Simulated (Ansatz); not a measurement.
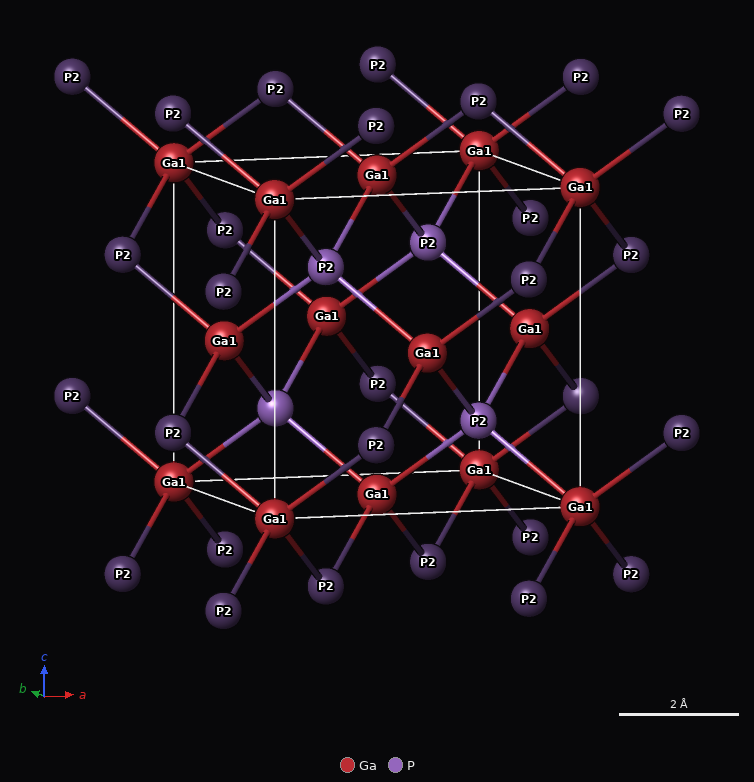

Fig. 1: The structure as given in the input (ball-and-stick view of the cell 4 times as large as that of the calculation, set on its symmetry axes, seen slightly off an axis; neighbours outside the cell are drawn fainter; atoms are numbered from 1 in the order of the input).

**Single-point calculation, with input and output: GaP**

- system: GaP (F-43m, 2 atoms in the cell)
- method: DFT, r2SCAN, PAW, plane waves (Ansatz 0.2.0)

The structure was built on a prototype by a generator. Figures and captions count atoms from 1; the log counts them from 0 in places.

## Log
```
Pseudopotentials: kind: paw
Functional definition: r2SCAN
  parameter k0 = 0.174
  parameter k1 = 0.065
  parameter a1 = 4.9479
  exchange = r2scan_x(k0 = k0, k1 = k1, a1 = a1)
  correlation = r2scan_c
Crystal: 2 atoms, lattice volume = 40.214 Å³
Basis set: ecut = 500 eV, 965 PW (Γ), exchange–correlation on 120×120×120 points (64 copies of the dense FFT grid, shifted against one another)
Bands: 13, of which v1, the nominal top of the filled ones, is band 9 counted from 1 (8 counted from 0)
Symmetry: 24 space group operations
Space group: F-43m (ITA 216), of the structure as read, at distance tolerance 3.4e-5 Å
k-points: 29 of 512 (time reversal used)
Non-local potential: Ga, projectors of the file, l = 0: 2, l = 1: 2, l = 2: 3, l = 3: 1
Non-local potential: P, projectors of the file, l = 0: 2, l = 1: 2, l = 2: 2
PAW form: soft (Blöchl's): semilocal exchange-correlation on the pseudo side does not see the compensation charge
PAW frozen core: Ga, regenerated for the run's functional (the file was generated under x = pbe(κ = 0.804, μ = 0.2195149727645171), c = pbe(β = 0.06672455060314922))
PAW frozen core: P, regenerated for the run's functional (the file was generated under x = pbe(κ = 0.804, μ = 0.2195149727645171), c = pbe(β = 0.06672455060314922))
PAW one-centre angular grid: Ga, 590 points (default); XC on 160 Gauss nodes
PAW one-centre angular grid: P, 302 points (default); XC on 160 Gauss nodes
Initial density: superposition of atomic densities (neutral atoms: chi_scale 0, normalization atom), corrected by the library's trained network
Initial wavefunctions: pseudopotential atomic-orbital guess
Functional: x = r2scan, c = r2scan; τ floored in thin density (d = 2e-4 eV/Å³)
SCF iter   1: F=—  HF=-4550.472755 eV  |F-HF|=—  |Δ(HF+E_count)|=         —  Δρ=8.76e-3  dr2=1.83e-2  dr2_τ=7.56e-3  ethr=1.77e-3  ⟨swp⟩=6.3  Hψ=2548  notcnv=0
preconditioner: auto → none  [insulator: Δε(μ)=1.818 eV  Ē_g=16.432 eV  σ=0.010 eV  W_gap=1.00  n_scr=14 (ndim 8)  ℏωp=24.8 eV  f_vac=0.013  D(μ)=0.00/eV (n_scr^D=0)  ε∞_Penn≈3.3]
SCF iter   2: F=—  HF=-4550.483623 eV  |F-HF|=—  |Δ(HF+E_count)|=   1.09e-2  Δρ=2.34e-3  dr2=3.09e-3  dr2_τ=9.75e-5  ethr=1.02e-4  ⟨swp⟩=3.0  Hψ=1083  notcnv=0
SCF iter   3: F=—  HF=-4550.482080 eV  |F-HF|=—  |Δ(HF+E_count)|=   1.54e-3  Δρ=1.71e-3  dr2=5.08e-4  dr2_τ=7.39e-6  ethr=1.71e-5  ⟨swp⟩=2.6  Hψ=773  notcnv=0
SCF iter   4: F=—  HF=-4550.482312 eV  |F-HF|=—  |Δ(HF+E_count)|=   2.33e-4  Δρ=2.54e-4  dr2=4.50e-5  dr2_τ=5.55e-7  ethr=2.82e-6  ⟨swp⟩=2.9  Hψ=743  notcnv=0
SCF iter   5: F=—  HF=-4550.482297 eV  |F-HF|=—  |Δ(HF+E_count)|=   1.58e-5  Δρ=8.76e-5  dr2=2.78e-6  dr2_τ=3.06e-8  ethr=2.50e-7  ⟨swp⟩=2.0  Hψ=468  notcnv=0
SCF iter   6: F=-4550.482296 eV  HF=-4550.482296 eV  |F-HF|=6.13e-8  |Δ(HF+E_count)|=   7.23e-7  Δρ=9.49e-6  dr2=3.61e-8  dr2_τ=3.42e-9  ethr=5.56e-10  ⟨swp⟩=5.1  Hψ=2260  notcnv=0
SCF 1 converged in 6 iterations: F = -4550.482296 eV  dr2 = 3.61e-8
  greatest PAW one-centre occupation: 0.993 electrons in one spin orbital (limit 2), on the Ga atom at site 0 (counted from 0), in its partial waves of l = 2
```

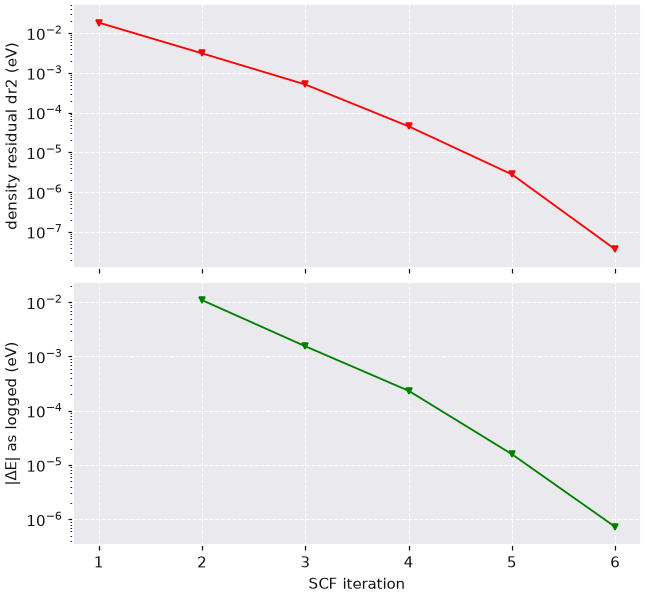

Fig. 2: Convergence of the self-consistent field: density residual dr2 and size of the energy change against the SCF iteration. The residual falls at every step.

```
NSCF: frozen V_eff on 16 k-points
NSCF: frozen V_eff on 16 k-points
NSCF: frozen V_eff on 16 k-points
NSCF: frozen V_eff on 16 k-points
NSCF: frozen V_eff on 1 k-points
NSCF: frozen V_eff on 5 k-points
NSCF: frozen V_eff on 7 k-points
NSCF: frozen V_eff on 7 k-points
NSCF: frozen V_eff on 7 k-points
NSCF: frozen V_eff on 4 k-points
NSCF: frozen V_eff on 5 k-points
NSCF: frozen V_eff on 5 k-points
NSCF: frozen V_eff on 2 k-points
NSCF: frozen V_eff on 4 k-points
NSCF: frozen V_eff on 3 k-points
SCF converged after 6 iterations
Free energy (F): -4550.482296 eV
Harris-Foulkes:  -4550.482296 eV  (|F-HF|=6.13e-8)
Internal energy: -4550.482296 eV  (E = F + TS)
E sigma→0 (E₀):  -4550.482296 eV
Fermi energy:    7.922136 eV
--- Per-component energies (eV) ---
  E_band       = -66.390223
  E_kinetic    = 185.699291
  E_local      = -2198.261209  (includes V_loc(G=0)·N_el)
  E_nonlocal   = 460.446232
  E_hartree    = 1018.798426
  E_xc         = -121.105257
  E_vxc        = -124.995199  (∫ρ·V_xc dr)
  E_paw        = -2579.771630  (= ΣΔE_a)
  E_vpaw       = -432.903462  (= ΣTr[D̂ρ^β])
  E_aug_tail   = -0.000051  (compensation charges beyond the density's cutoff)
  E_vtau       = 6.021534  (kinetic-family band-sum trace: ∫τ·v_τ [+ j·A + Jᵃ·Aᵃ] dr)
  E_ewald      = -1315.544186
  E_core_change = -0.743912  (= ΣΔE_core)
  E_smearing   = -0.000000  (= −TS)
  E_closure    = -0.000000  (closes the sum)
  Σ components = -4550.482296   (vs F -4550.482296, Δ=0.00e0)
--- Forces (eV/Å), atoms counted from 1 ---
  atom   1  Ga     0.00000000    -0.00000000     0.00000000
  atom   2  P     -0.00000000     0.00000000     0.00000000
  max |Σ_I F_I| component: 1.30e-16 eV/Å
--- Band table (eV; the first three rows and the last of 29) ---
  k-point 0: bands = ["-8.0148", "-8.0148", "-8.0148", "-7.9001", "-7.9001", "-6.0933", "6.9843", "6.9843", "6.9843", "9.4083", "11.1552", "11.1552", "11.1552"]
  k-point 1: bands = ["-8.0318", "-8.0097", "-8.0097", "-7.9002", "-7.9002", "-5.8776", "5.3578", "6.7427", "6.7427", "9.9156", "11.5245", "11.5245", "11.8619"]
  k-point 2: bands = ["-8.0679", "-7.9985", "-7.9985", "-7.8988", "-7.8988", "-5.2697", "3.0012", "6.2858", "6.2858", "9.5537", "12.0564", "12.0564", "13.9117"]
  k-point 28: bands = ["-8.1303", "-7.9708", "-7.9485", "-7.9170", "-7.8905", "-2.8671", "0.2153", "3.2395", "3.4086", "12.0192", "12.3093", "13.5250", "13.5881"]
--- Löwdin populations: 2 sites ---
  site symbol       q [e]
     0     Ga     12.9286
     1      P      5.0171
  spilling = 0.003018 (of n_electrons = 18.000000)
```

This output came from the following input.

## Input
```yaml
crystal:
  lattice:
    - [0.000000, 2.719244, 2.719244]
    - [2.719244, 0.000000, 2.719244]
    - [2.719244, 2.719244, 0.000000]
  atoms:
    - { symbol: Ga, position: [0.000000, 0.000000, 0.000000] }
    - { symbol: P, position: [0.250000, 0.250000, 0.250000] }
kpoints:
  mp_grid: { grid: [8, 8, 8] }
  band_path: { path: [VBM, CBM], npoints: 2 }
hamiltonian:
  xc: r2scan
scf:
  occupations: { method: fermi_dirac, width: 0.01 }
output:
  forces: true
  eigenvalues: true
  populations: true
```

## Key numbers

- outcome: converged
- space group (tolerance 0.01 Å): F-43m (216)
- electrons treated: 18
- free energy: −4550.4823 eV
- Fermi energy: 7.922 eV
- largest force (length of the vector): under 0.001 eV/Å
- hardware: 7 CPU threads, shared host
- wall time: 1.4 s (CPU time 7.3 s)
- peak memory: 0.59 GiB
